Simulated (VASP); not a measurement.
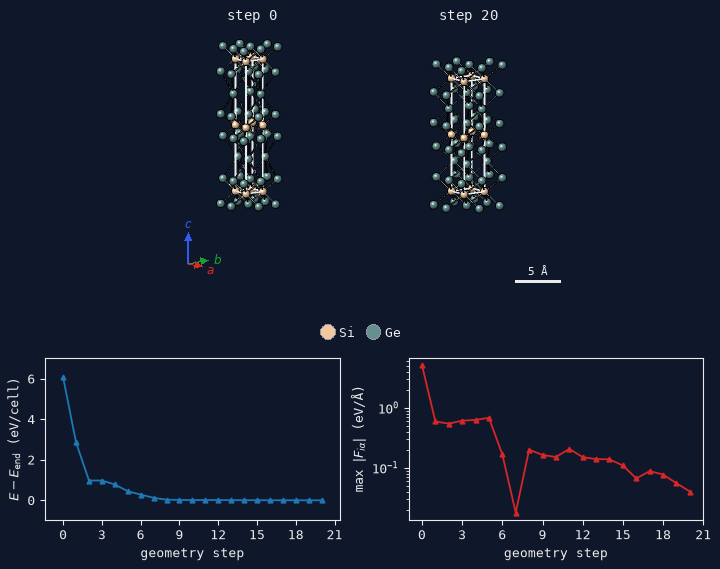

First and last geometry of a relaxation of solid SiGe₃ (a generated structure, set up in P6_3/mmc), with the history of the run. Style: ball-and-stick. Shown: the cell of the calculation, slightly off an axis.

The run lets cell and atoms move.

The calculation used VASP 6.6.1, Kohn-Sham DFT of a periodic cell, PBE, VASP PAW PBE potentials, recommended.

The input:
```
PREC = Normal
ENCUT = 520
EDIFF = 1E-4
ISMEAR = 0
SIGMA = 0.15
LREAL = False
LASPH = True
NELM = 60
ALGO = Fast
ISIF = 3
LWAVE = False
LCHARG = False
GGA = PE
IBRION = 2
NSW = 24
EDIFFG = -0.08
```

Command:
```bash
cat potpaw_PBE.64/Si/POTCAR potpaw_PBE.64/Ge_d/POTCAR > POTCAR
mpirun -np 1 vasp_std > vasp.out
```

Read the history and describe the run.

It converged. The largest moves relative to the cell, 0.32 Å, are those of Ge atoms. Si stays in place. Cell: a = b 3.099 → 3.727 Å (+20.3 %), c 14.909 → 12.719 Å (−14.7 %). Volume +23.4 %. Near-neighbour distances that change, for instance: Si–Si 3.099 → 3.727 Å, Ge–Si 2.226 → 2.596 Å, Ge–Ge 2.995 → 2.759 Å. Among the angles between lasting bonds that change: Ge–Ge–Ge 106.6° → 77.5°, Ge–Ge–Ge 62.3° → 85.0°, Si–Ge–Ge 103.7° → 91.6°. The space group stays P6_3/mmc (No. 194). The energy falls by 6.068 eV per cell of the calculation in 20 geometry steps. Largest force component: 5.2 eV/Å at the start, 0.04 eV/Å at the end. The pressure goes from 39.25 to 0.45 GPa. The volume changes by over a tenth within one run on a fixed set of plane waves, so the end point should be relaxed again from the new cell. It ran on 1 thread of Intel(R) Xeon(R) Platinum 8375C CPU @ 2.90GHz (Ice Lake) (shared host).

| step | E − E(0), meV/atom | largest force component, eV/Å | pressure, GPa | volume, Å³/atom |
| --- | --- | --- | --- | --- |
| 0 | 0.00 | 5.1687 | 39.25 | 15.496 |
| 1 | -401.29 | 0.5943 | -7.99 | 25.656 |
| 2 | -636.33 | 0.5454 | -1.34 | 20.465 |
| 3 | -636.45 | 0.6115 | -1.04 | 20.357 |
| 4 | -660.62 | 0.6294 | -0.61 | 20.030 |
| 5 | -702.42 | 0.6817 | 0.14 | 19.371 |
| 6 | -722.84 | 0.1677 | 4.96 | 17.925 |
| 7 | -743.12 | 0.0179 | 3.21 | 18.315 |
| 8 | -754.70 | 0.2003 | -1.45 | 19.435 |
| 9 | -756.06 | 0.1639 | -0.25 | 19.233 |
| 10 | -757.07 | 0.1513 | 0.34 | 19.022 |
| 11 | -756.98 | 0.2065 | -0.23 | 19.081 |
| 12 | -757.06 | 0.1508 | 0.63 | 19.043 |
| 13 | -757.62 | 0.1397 | -0.31 | 19.112 |
| 14 | -757.75 | 0.1383 | -0.25 | 19.132 |
| 15 | -757.93 | 0.1093 | -0.77 | 19.173 |
| 16 | -758.26 | 0.0664 | 0.73 | 19.151 |
| 17 | -758.28 | 0.0880 | -0.25 | 19.149 |
| 18 | -758.32 | 0.0772 | -0.32 | 19.146 |
| 19 | -758.39 | 0.0552 | -0.63 | 19.139 |
| 20 | -758.50 | 0.0402 | 0.45 | 19.126 |
